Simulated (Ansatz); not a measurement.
# Two runs on GaN

System: GaN (slab, 16 atoms in the cell).
Method of run A: DFT PBE+D3(BJ), scalar-relativistic, plane waves, PAW, PAW set soft_1, no spin polarisation (Ansatz 0.2.0).

The structure derives from a Materials Project entry. Text and figures count atoms from 1; the logs count them from 0 in places.

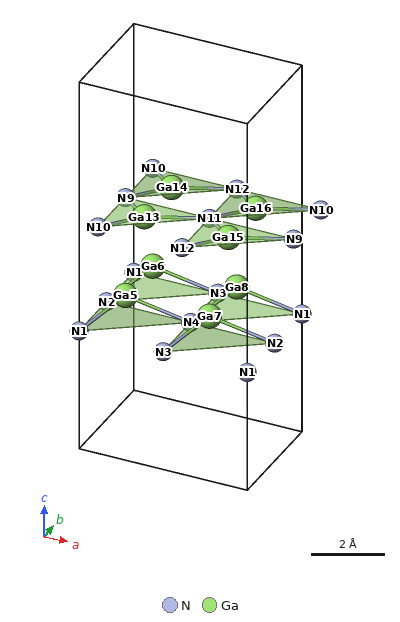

The input geometry (polyhedral view of the cell of the calculation, with the vacuum cut short, seen slightly off an axis; polyhedra are completed across the faces of the cell; atoms are numbered from 1 in the order of the input). An atom can appear more than once, as a periodic image.

The input, run A:
```yaml
crystal:
  lattice:
    - [6.3894493824, 0.0, 0.0]
    - [-3.1947246912, 5.5334254814, 0.0]
    - [0.0, 0.0, 20.7382304314]
  atoms:
    - { symbol: "N", position: [0.0, 0.0, 0.1928804877] }
    - { symbol: "N", position: [0.0, 0.5, 0.1928804877] }
    - { symbol: "N", position: [0.5, 0.0, 0.1928804877] }
    - { symbol: "N", position: [0.5, 0.5, 0.1928804877] }
    - { symbol: Ga, position: [0.1666666667, 0.3333333333, 0.2243258152] }
    - { symbol: Ga, position: [0.1666666667, 0.8333333333, 0.2243258152] }
    - { symbol: Ga, position: [0.6666666667, 0.3333333333, 0.2243258152] }
    - { symbol: Ga, position: [0.6666666667, 0.8333333333, 0.2243258152] }
    - { symbol: "N", position: [0.1666666667, 0.3333333333, 0.3586723783] }
    - { symbol: "N", position: [0.1666666667, 0.8333333333, 0.3586723783] }
    - { symbol: "N", position: [0.6666666667, 0.3333333333, 0.3586723783] }
    - { symbol: "N", position: [0.6666666667, 0.8333333333, 0.3586723783] }
    - { symbol: Ga, position: [0.3333333333, 0.1666666667, 0.355304844] }
    - { symbol: Ga, position: [0.3333333333, 0.6666666667, 0.355304844] }
    - { symbol: Ga, position: [0.8333333333, 0.1666666667, 0.355304844] }
    - { symbol: Ga, position: [0.8333333333, 0.6666666667, 0.355304844] }
basis:
  ecutwfc: 420
kpoints:
  mp_grid: { grid: [6, 6, 1] }
hamiltonian:
  xc: pbe
  pseudopotentials: { kind: paw, azcp: { folder: soft_1 } }
  dispersion: d3bj
scf:
  occupations: { method: gaussian, width: 0.05 }
output:
  forces: true
  eigenvalues: true
efield:
  axis: 3
  dipole_correction: true
  ramp_width: 0.04
```

Launched with:
```bash
ansatz run input.yaml --threads 4 --pin off --max-ram 12288MiB --backend cpu --events-out ev --progress --plain --runs-dir out
```

Hardware: 4 threads of Arm Neoverse N1, 98 GiB of memory available, shared host.

Output, shortened to warnings, some set-up lines, iterations and results (run A):
```
Basis set: ecut = 420 eV, 14409 PW (Γ), exchange–correlation on 90×90×288 points (8 copies of the dense FFT grid, shifted against one another)
Symmetry: 24 space group operations
k-points: 7 of 36 (time reversal used)
Initial density: superposition of atomic densities (neutral atoms: chi_scale 0, normalization atom)
[...]
SCF iter   1: F=—  HF=-33355.535585 eV  |F-HF|=—  |Δ(HF+E_count)|=         —  Δρ=8.48e-2  dr2=7.63e1  ethr=3.10e-3  p=0.000 e·Å  D=3.33e-8 V/Å  ΔV_dip=-0.00 eV  …
SCF iter   2: F=—  HF=-33342.559398 eV  |F-HF|=—  |Δ(HF+E_count)|=    1.30e1  Δρ=5.64e-2  dr2=4.91e1  ethr=3.10e-3  p=1.166 e·Å  D=2.88e-1 V/Å  ΔV_dip=-5.97 eV  …
SCF iter   3: F=—  HF=-33337.327997 eV  |F-HF|=—  |Δ(HF+E_count)|=    5.23e0  Δρ=1.34e-2  dr2=2.57e0  ethr=3.10e-3  p=0.381 e·Å  D=9.41e-2 V/Å  ΔV_dip=-1.95 eV  …
SCF iter   4: F=—  HF=-33337.150434 eV  |F-HF|=—  |Δ(HF+E_count)|=   1.78e-1  Δρ=8.15e-3  dr2=1.97e0  ethr=1.78e-3  p=0.967 e·Å  D=2.39e-1 V/Å  ΔV_dip=-4.95 eV  …
SCF iter   5: F=—  HF=-33336.985417 eV  |F-HF|=—  |Δ(HF+E_count)|=   1.65e-1  Δρ=4.95e-3  dr2=8.15e-1  ethr=1.36e-3  p=0.872 e·Å  D=2.15e-1 V/Å  ΔV_dip=-4.46 eV  …
SCF iter   6: F=—  HF=-33336.887582 eV  |F-HF|=—  |Δ(HF+E_count)|=   9.78e-2  Δρ=1.12e-3  dr2=5.45e-2  ethr=5.66e-4  p=0.788 e·Å  D=1.95e-1 V/Å  ΔV_dip=-4.03 eV  …
SCF iter   7: F=—  HF=-33336.879003 eV  |F-HF|=—  |Δ(HF+E_count)|=   8.58e-3  Δρ=3.82e-4  dr2=1.21e-3  ethr=3.79e-5  p=0.745 e·Å  D=1.84e-1 V/Å  ΔV_dip=-3.81 eV  …
SCF iter   8: F=—  HF=-33336.878930 eV  |F-HF|=—  |Δ(HF+E_count)|=   7.23e-5  Δρ=1.36e-4  dr2=5.99e-5  ethr=8.37e-7  p=0.745 e·Å  D=1.84e-1 V/Å  ΔV_dip=-3.81 eV  …
SCF iter   9: F=—  HF=-33336.878976 eV  |F-HF|=—  |Δ(HF+E_count)|=   4.58e-5  Δρ=1.81e-5  dr2=2.19e-6  ethr=4.16e-8  p=0.746 e·Å  D=1.84e-1 V/Å  ΔV_dip=-3.82 eV  …
SCF iter  10: F=—  HF=-33336.878977 eV  |F-HF|=—  |Δ(HF+E_count)|=   8.15e-7  Δρ=4.71e-6  dr2=1.14e-7  ethr=1.52e-9  p=0.746 e·Å  D=1.84e-1 V/Å  ΔV_dip=-3.82 eV  …
SCF iter  11: F=-33336.878977 eV  HF=-33336.878977 eV  |F-HF|=1.96e-8  |Δ(HF+E_count)|=   2.99e-7  Δρ=1.83e-6  dr2=2.57e-8  ethr=6.94e-11  p=0.746 e·Å  D=1.84e-1 V/Å  …
SCF 1 converged in 11 iterations: F = -33336.878977 eV  dr2 = 2.57e-8
SCF converged after 11 iterations
Free energy (F): -33336.878977 eV
Harris-Foulkes:  -33336.878977 eV  (|F-HF|=1.96e-8)
Internal energy: -33336.878974 eV  (E = F + TS)
E sigma→0 (E₀):  -33336.878976 eV
Entropy (-TS):   -0.000003 eV (-0.000 meV/atom)
Fermi energy:    -1.004965 eV
Dipole field:    D = 0.184088 V/Å  (p = 0.745921 e·Å, saw-weighted, corrected)
Work function:   Φ+ = 3.0110 eV   Φ− = 6.8287 eV
Levels:          The Fermi level and band energies are counted from a zero that moves with the ramp; work functions are not
--- Per-component energies (eV) ---
  E_band       = -1738.874036
  E_kinetic    = 1896.307054
  E_local      = -114312.491846  (includes V_loc(G=0)·N_el)
  E_nonlocal   = -446.331207
  E_hartree    = 57806.484919
  E_xc         = -969.473525
  E_vxc        = -1033.815280  (∫ρ·V_xc dr)
  E_paw        = -16973.937918  (= ΣΔE_a)
  E_vpaw       = -3450.086643  (= ΣTr[D̂ρ^β])
  E_aug_tail   = 0.005392  (compensation charges beyond the density's cutoff)
  E_efield     = 0.068657  (sawtooth field / dipole correction)
  E_vefield    = -5.436635  (∫n·V_field dr)
  E_ewald      = 39664.798279
  E_disp       = -2.308778  (pairwise vdW)
  E_smearing   = -0.000003  (= −TS)
  E_closure    = 0.000000  (closes the sum)
  Σ components = -33336.878977   (vs F -33336.878977, Δ=0.00e0)
--- Forces (eV/Å), atoms counted from 1 ---
  atom   1  N      0.00000000    -0.00000000     2.87446484
  atom   2  N      0.00000000    -0.00000000     2.87446484
  atom   3  N      0.00000000    -0.00000000     2.87446484
  atom   4  N      0.00000000    -0.00000000     2.87446484
  atom   5  Ga    -0.00000000    -0.00000000    -2.89168889
  atom   6  Ga    -0.00000000    -0.00000000    -2.89168889
  atom   7  Ga    -0.00000000    -0.00000000    -2.89168889
  atom   8  Ga    -0.00000000    -0.00000000    -2.89168889
  atom   9  N      0.00000000    -0.00000000     0.00856931
  atom  10  N      0.00000000    -0.00000000     0.00856931
  atom  11  N      0.00000000    -0.00000000     0.00856931
  atom  12  N     -0.00000000    -0.00000000     0.00856931
  atom  13  Ga    -0.00000000    -0.00000000     0.00865674
  atom  14  Ga     0.00000000    -0.00000000     0.00865674
  atom  15  Ga     0.00000000    -0.00000000     0.00865674
  atom  16  Ga     0.00000000    -0.00000000     0.00865674
  max |Σ_I F_I| component: 8.01e-6 eV/Å
```

The input of run B differs as follows (lines with − go, lines with + come):
```diff
-  ecutwfc: 420
+  ecutwfc: "450 eV"
+  mixing: { algorithm: msr1, beta: 0.2, ndim: 2 }
```

How does run B compare with run A?

The free energy of run B is 1.3 meV per atom lower, which comes mainly from the change of cutoff or grids; a solver setting shouldn't move a converged energy. More plane waves can only lower the energy of a fixed Hamiltonian, so the higher cutoff gives the lower value. The SCF takes 16 iterations against 11. The plane waves at Γ go from 14409 to 15851.

Output, shortened to warnings, some set-up lines, iterations and results (run B):
```
Basis set: ecut = 450 eV, 15851 PW (Γ), exchange–correlation on 90×90×288 points (8 copies of the dense FFT grid, shifted against one another)
Symmetry: 24 space group operations
k-points: 7 of 36 (time reversal used)
Initial density: superposition of atomic densities (neutral atoms: chi_scale 0, normalization atom)
[...]
SCF iter   1: F=—  HF=-33355.559654 eV  |F-HF|=—  |Δ(HF+E_count)|=         —  Δρ=8.49e-2  dr2=7.63e1  ethr=3.10e-3  p=0.000 e·Å  D=1.79e-6 V/Å  ΔV_dip=-0.00 eV  …
SCF iter   2: F=—  HF=-33341.114255 eV  |F-HF|=—  |Δ(HF+E_count)|=    1.44e1  Δρ=4.31e-2  dr2=1.75e1  ethr=3.10e-3  p=0.466 e·Å  D=1.15e-1 V/Å  ΔV_dip=-2.39 eV  …
SCF iter   3: F=—  HF=-33337.099963 eV  |F-HF|=—  |Δ(HF+E_count)|=    4.01e0  Δρ=1.87e-2  dr2=1.55e0  ethr=3.10e-3  p=0.750 e·Å  D=1.85e-1 V/Å  ΔV_dip=-3.84 eV  …
SCF iter   4: F=—  HF=-33336.950186 eV  |F-HF|=—  |Δ(HF+E_count)|=   1.50e-1  Δρ=1.02e-2  dr2=5.74e-1  ethr=1.08e-3  p=0.709 e·Å  D=1.75e-1 V/Å  ΔV_dip=-3.63 eV  …
SCF iter   5: F=—  HF=-33337.026316 eV  |F-HF|=—  |Δ(HF+E_count)|=   7.61e-2  Δρ=8.30e-3  dr2=1.18e0  ethr=3.99e-4  p=0.856 e·Å  D=2.11e-1 V/Å  ΔV_dip=-4.38 eV  …
[... 7 lines ...]
SCF iter  13: F=—  HF=-33336.900288 eV  |F-HF|=—  |Δ(HF+E_count)|=   4.71e-5  Δρ=3.52e-5  dr2=1.28e-5  ethr=1.05e-8  p=0.746 e·Å  D=1.84e-1 V/Å  ΔV_dip=-3.82 eV  …
SCF iter  14: F=—  HF=-33336.900285 eV  |F-HF|=—  |Δ(HF+E_count)|=   2.76e-6  Δρ=1.01e-5  dr2=1.74e-6  ethr=8.91e-9  p=0.746 e·Å  D=1.84e-1 V/Å  ΔV_dip=-3.82 eV  …
SCF iter  15: F=—  HF=-33336.900285 eV  |F-HF|=—  |Δ(HF+E_count)|=   1.35e-7  Δρ=5.27e-6  dr2=4.54e-7  ethr=1.20e-9  p=0.746 e·Å  D=1.84e-1 V/Å  ΔV_dip=-3.82 eV  …
SCF iter  16: F=-33336.900285 eV  HF=-33336.900285 eV  |F-HF|=2.58e-8  |Δ(HF+E_count)|=   2.32e-8  Δρ=2.66e-6  dr2=8.57e-8  ethr=6.94e-11  p=0.746 e·Å  D=1.84e-1 V/Å  …
SCF 1 converged in 16 iterations: F = -33336.900285 eV  dr2 = 8.57e-8
SCF converged after 16 iterations
Free energy (F): -33336.900285 eV
Harris-Foulkes:  -33336.900285 eV  (|F-HF|=2.58e-8)
Internal energy: -33336.900282 eV  (E = F + TS)
E sigma→0 (E₀):  -33336.900283 eV
Entropy (-TS):   -0.000003 eV (-0.000 meV/atom)
Fermi energy:    -1.005048 eV
Dipole field:    D = 0.184152 V/Å  (p = 0.746180 e·Å, saw-weighted, corrected)
Work function:   Φ+ = 3.0103 eV   Φ− = 6.8293 eV
Levels:          The Fermi level and band energies are counted from a zero that moves with the ramp; work functions are not
--- Per-component energies (eV) ---
  E_band       = -1739.021088
  E_kinetic    = 1895.613883
  E_local      = -114313.109079  (includes V_loc(G=0)·N_el)
  E_nonlocal   = -444.957800
  E_hartree    = 57807.359901
  E_xc         = -969.312557
  E_vxc        = -1033.607296  (∫ρ·V_xc dr)
  E_paw        = -16975.056487  (= ΣΔE_a)
  E_vpaw       = -3452.242948  (= ΣTr[D̂ρ^β])
  E_aug_tail   = 0.003651  (compensation charges beyond the density's cutoff)
  E_efield     = 0.068705  (sawtooth field / dipole correction)
  E_vefield    = -5.438477  (∫n·V_field dr)
  E_ewald      = 39664.798279
  E_disp       = -2.308778  (pairwise vdW)
  E_smearing   = -0.000003  (= −TS)
  E_closure    = -0.000000  (closes the sum)
  Σ components = -33336.900285   (vs F -33336.900285, Δ=0.00e0)
--- Forces (eV/Å), atoms counted from 1 ---
  atom   1  N      0.00000000    -0.00000000     2.87516757
  atom   2  N      0.00000000    -0.00000000     2.87516757
  atom   3  N      0.00000000    -0.00000000     2.87516757
  atom   4  N      0.00000000    -0.00000000     2.87516757
  atom   5  Ga    -0.00000000    -0.00000000    -2.89210980
  atom   6  Ga    -0.00000000    -0.00000000    -2.89210980
  atom   7  Ga    -0.00000000    -0.00000000    -2.89210980
  atom   8  Ga    -0.00000000    -0.00000000    -2.89210980
  atom   9  N      0.00000000    -0.00000000     0.00829114
  atom  10  N     -0.00000000    -0.00000000     0.00829114
  atom  11  N     -0.00000000    -0.00000000     0.00829114
  atom  12  N     -0.00000000    -0.00000000     0.00829114
  atom  13  Ga     0.00000000    -0.00000000     0.00862163
  atom  14  Ga     0.00000000    -0.00000000     0.00862163
  atom  15  Ga    -0.00000000    -0.00000000     0.00862163
  atom  16  Ga    -0.00000000    -0.00000000     0.00862163
  max |Σ_I F_I| component: 1.18e-4 eV/Å
```

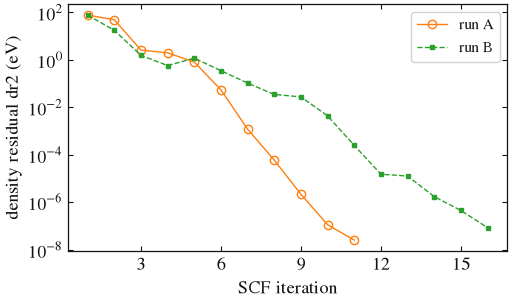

Convergence of the two runs: density residual dr2 against the SCF iteration. Run A takes 11 iterations in all, and run B takes 16.

The two runs side by side:

| quantity | run A | run B |
| --- | --- | --- |
| outcome | converged | converged |
| free energy per atom (eV) | −2083.5549 | −2083.5563 |
| gap on the mesh (eV) | 0.26 | 0.26 |
| work function (eV) | 3.01 | – |
| largest force (eV/Å) | 2.892 | 2.892 |
| SCF iterations | 11 | 16 |
| irreducible k-points | 7 | 7 |
| plane waves at Γ | 14409 | 15851 |
| wall time (shared host) | 21 s | 29 s |
